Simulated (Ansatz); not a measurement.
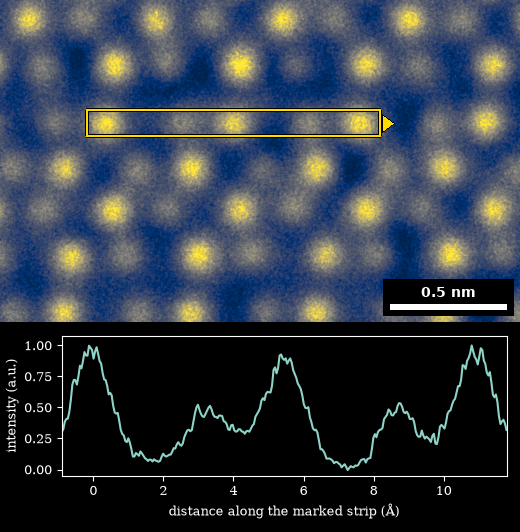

iDPC-like image of Ge (R-3m, No. 166) along [100]. Simulated as the projected potential of neutral atoms (B = 0.5 Å²) blurred by a 1.07 Å probe, the thin-sample limit of integrated differential phase contrast. Shot noise and the speckle of an amorphous layer were added. Atomic positions: the geometry relaxed with Ansatz, DFT r2SCAN, scalar-relativistic, plane waves, PAW; the starting structure was generated, so it need not be a known form of this composition.

```xyz
36
Lattice="6.3083 0.0000 0.0000 -3.1541 5.4631 0.0000 0.0000 0.0000 24.5558" Properties=species:S:1:pos:R:3 pbc="T T T"
Ge   -1.8450    4.7073   21.7074
Ge    0.0000    1.5117   21.7074
Ge    1.8450    4.7073   21.7074
Ge   -1.3091    4.3979   19.2189
Ge    1.3091    4.3979   19.2189
Ge    0.0000    2.1304   19.2189
Ge    1.7962    2.6050   17.2640
Ge    3.1541    0.2530   17.2640
Ge    4.5121    2.6050   17.2640
Ge    4.5121    1.0370   23.6623
Ge    1.7962    1.0370   23.6623
Ge    3.1541    3.3890   23.6623
Ge    4.4633    1.0652    5.3369
Ge    3.1541    3.3327    5.3369
Ge    1.8450    1.0652    5.3369
Ge    4.9991    0.7558    2.8484
Ge    1.3091    0.7558    2.8484
Ge    3.1541    3.9515    2.8484
Ge   -1.3579    4.4261    0.8934
Ge    0.0000    2.0741    0.8934
Ge    1.3579    4.4261    0.8934
Ge    1.3579    2.8581    7.2918
Ge   -1.3579    2.8581    7.2918
Ge    0.0000    5.2101    7.2918
Ge    1.3091    2.8862   13.5222
Ge    0.0000    5.1537   13.5222
Ge   -1.3091    2.8862   13.5222
Ge    1.8450    2.5769   11.0336
Ge    4.4633    2.5769   11.0336
Ge    3.1541    0.3094   11.0336
Ge    4.9503    0.7840    9.0787
Ge    3.1541    3.8951    9.0787
Ge    1.3579    0.7840    9.0787
Ge   -1.7962    4.6791   15.4771
Ge    1.7962    4.6791   15.4771
Ge    0.0000    1.5680   15.4771
```

The curve is the intensity along the marked strip, in the direction of its arrowhead, with zero distance at the first column. Brightness is counted from the darkest point of the image.

Question: Assign the peaks of the line profile.

Answer:
| position (Å) | atoms per repeat along the beam | height (% of the highest) |
| --- | --- | --- |
| 0.0 | 2 Ge | 100 |
| 3.2 | 1 Ge | 50 |
| 5.5 | 2 Ge | 100 |
| 8.7 | 1 Ge | 50 |
| 10.9 | 2 Ge | 100 |
